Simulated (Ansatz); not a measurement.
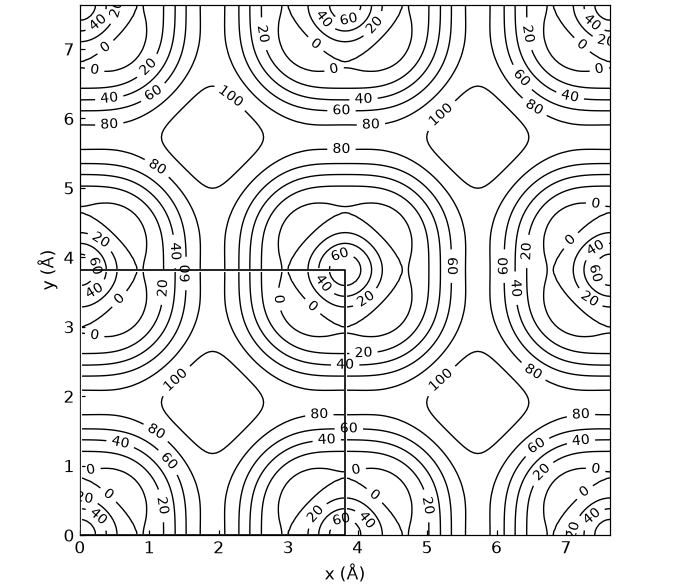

Energy landscape of H on a two-dimensional sheet of SnO (4 atoms of substrate and one adsorbate in a 1 × 1 cell). H is moved over the surface cell at a fixed height above a rigid substrate; the origin of the map has the adsorbate above Sn4; the height is held at 2.20 Å. Places are given modulo a cell vector. The map is drawn in real space over the plane of the surface. The grid has 8 × 8 points; 15 points were computed and 49 follow by symmetry. All energies are given in meV relative to the lowest grid point. With one adsorbate in each 1 × 1 cell, its nearest image is 3.8 Å away, so neighbouring adsorbates interact. At a fixed height the lowest place need not be the adsorption site. Method: Ansatz, DFT PBE+D3(BJ), scalar-relativistic, plane waves, PAW. Settings: cutoff 420 eV, k-mesh 7×7×1, gaussian smearing 0.05 eV, spin-polarised.

The picture shows contour lines labelled in meV, the outline of one cell of the 2 × 2 shown. Between grid points the surface is interpolated. 

Q: Where are the wells?

A: The lowest grid point is at (1/8, 2/8) of the cell vectors [nearest 1 Sn at 2.45 Å]. The same energy is found at (1/8, 6/8) of the cell vectors [nearest 1 Sn at 2.45 Å]; (6/8, 1/8) of the cell vectors [nearest 1 Sn at 2.45 Å]; (6/8, 7/8) of the cell vectors [nearest 1 Sn at 2.45 Å]. The highest grid point, a fourfold hollow over a third-layer Sn atom, (4/8, 4/8) of the cell vectors, lies 116 meV above the lowest. At the lowest point the adsorbate has 1 Sn at 2.45 Å as nearest neighbours, at the highest 4 Sn at 3.48 Å.

Grid values (meV):

| second ↓, first → | 0/8 | 1/8 | 2/8 | 3/8 | 4/8 | 5/8 | 6/8 | 7/8 |
| --- | --- | --- | --- | --- | --- | --- | --- | --- |
| 7/8 | 27 | 3 | 0 | 51 | 86 | 51 | 0 | 3 |
| 6/8 | 1 | 0 | 21 | 68 | 93 | 68 | 21 | 0 |
| 5/8 | 48 | 51 | 68 | 95 | 108 | 95 | 68 | 51 |
| 4/8 | 86 | 86 | 93 | 108 | 116 | 108 | 93 | 86 |
| 3/8 | 48 | 51 | 68 | 95 | 108 | 95 | 68 | 51 |
| 2/8 | 1 | 0 | 21 | 68 | 93 | 68 | 21 | 0 |
| 1/8 | 27 | 3 | 0 | 51 | 86 | 51 | 0 | 3 |
| 0/8 | 74 | 27 | 1 | 48 | 86 | 48 | 1 | 27 |

Time for the 15 points that were run: 11 min on 1 thread of Arm Neoverse V1, on a shared host.

PAW datasets: the set soft_1.
